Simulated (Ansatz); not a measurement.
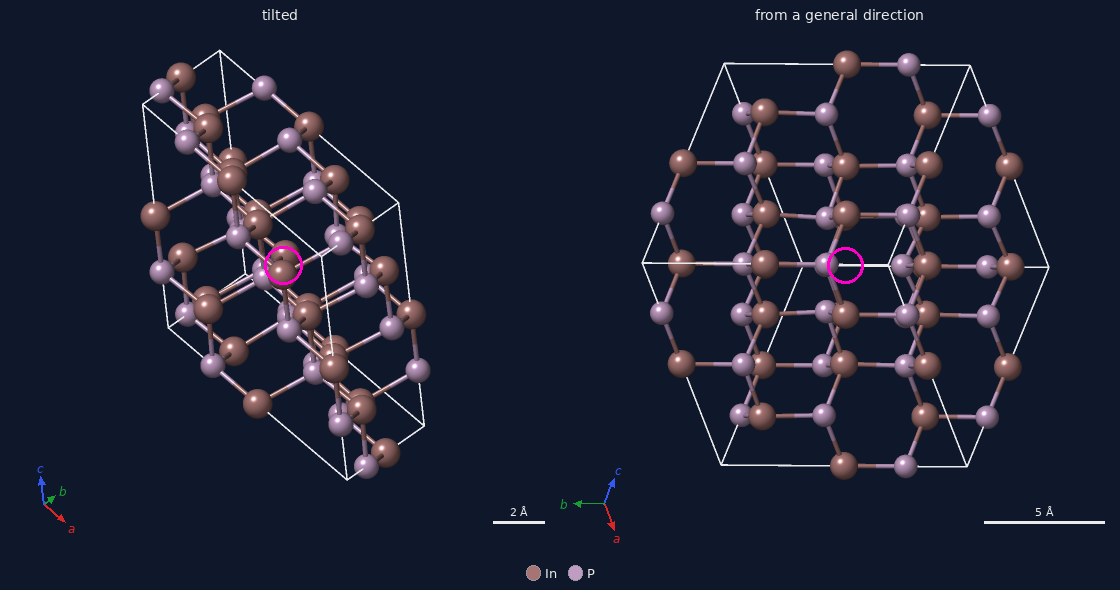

Structure drawing (ball-and-stick), viewed slightly off an axis and from a general direction. One supercell is framed, with atoms on its boundary repeated. The host is InP, in a cell of 32 sites, and the cell carries a charge of -1. A ring marks the defect's site.

### Identify the point defect.

An indium vacancy. Around the empty site lie four P at about 2.4 Å.

The atoms were relaxed in the host's cell with Ansatz, DFT PBE, scalar-relativistic, plane waves, PAW.
